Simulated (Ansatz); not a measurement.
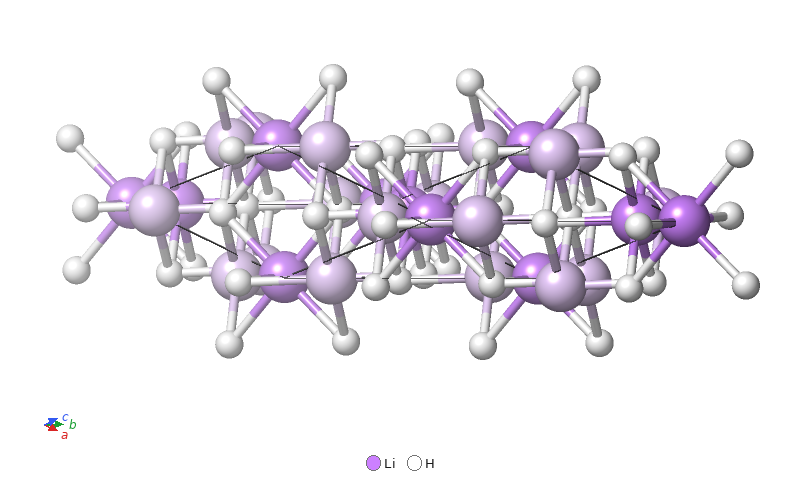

Shown here is a ball-and-stick view of the crystal, taken slightly off an axis. The edges of the simulation cell are marked. Periodic images bonded to atoms of the box are shown as well, in fainter colours.

Input for the calculation:
```yaml
crystal:
  lattice:
    - [1.4032998928, 0.8101955875, 9.5201129986]
    - [-1.4032998928, 0.8101955875, 9.5201129986]
    - [0.0, -1.620391125, 9.5201130028]
  atoms:
    - { symbol: Li, position: [0.0, 0.0, 0.0] }
    - { symbol: Li, position: [0.5, 0.5, 0.5] }
    - { symbol: Li, position: [0.914248, 0.914248, 0.914248] }
    - { symbol: Li, position: [0.085752, 0.085752, 0.085752] }
    - { symbol: H, position: [0.792842, 0.792842, 0.792842] }
    - { symbol: H, position: [0.207158, 0.207158, 0.207158] }
    - { symbol: H, position: [0.623828, 0.623828, 0.623828] }
    - { symbol: H, position: [0.376172, 0.376172, 0.376172] }
basis:
  ecutwfc: 420
kpoints:
  mp_grid: { grid: [12, 12, 12] }
  band_path:
    path:
      - [[0.0, 0.0, 0.0], [0.5, 0.5, 0.5], [0.82850492, 0.17149508, 0.5]]
      - [[0.5, -0.17149508, 0.17149508], [0.5, 0.0, 0.0], [0.0, 0.0, 0.0], [0.33574754, -0.33574754, 0.0]]
      - [[0.66425246, 0.0, 0.33574754], [0.5, 0.0, 0.5], [0.0, 0.0, 0.0]]
    npoints: 14
hamiltonian:
  xc: pbesol
scf:
  occupations: { method: gaussian, width: 0.02 }
  n_extra_bands: 20
output:
  forces: true
  stress: true
  eigenvalues: true
  populations: true
  dos: { projected: true, de: 0.02, nscf_kmesh: { grid: [18, 18, 18] } }
  bader: true
  write_density: true
  write_potential: true
  elf: true
  volumetric_format: npy
```
Run as:
```sh
ansatz run input.yaml --threads 4 --pin off --max-ram 8192MiB --backend cpu --events-out ev --progress --plain --runs-dir out
```

Electronic-structure method: DFT PBEsol, scalar-relativistic, plane waves, PAW (Ansatz). Parameters: plane-wave cutoff 420 eV, the zone sampled with 12×12×12 points, Gaussian smearing of 0.02 eV, no spin polarisation.

Q: What charge does Bader's analysis assign to each element?

A: Li +0.85 e; H -0.85 e. The transfer is large, as in an ionic solid.

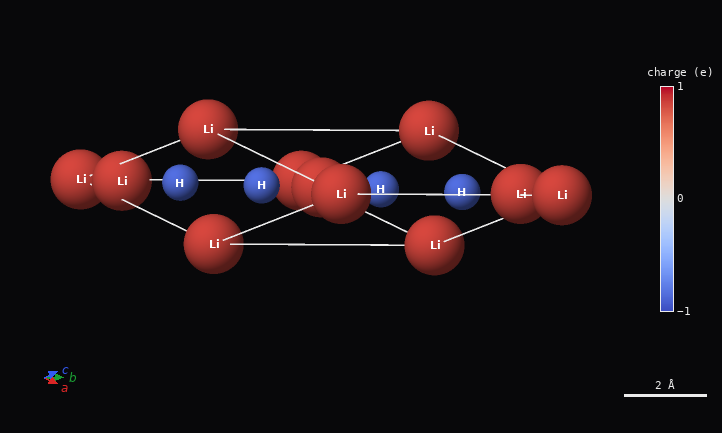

The atoms coloured by those charges.

The initial geometry was a structure type filled with these elements by a generator (whether the compound takes this form wasn't checked). Earlier steps of the study may have refined or changed the cell and positions. It was run through Ansatz as a DFT input.
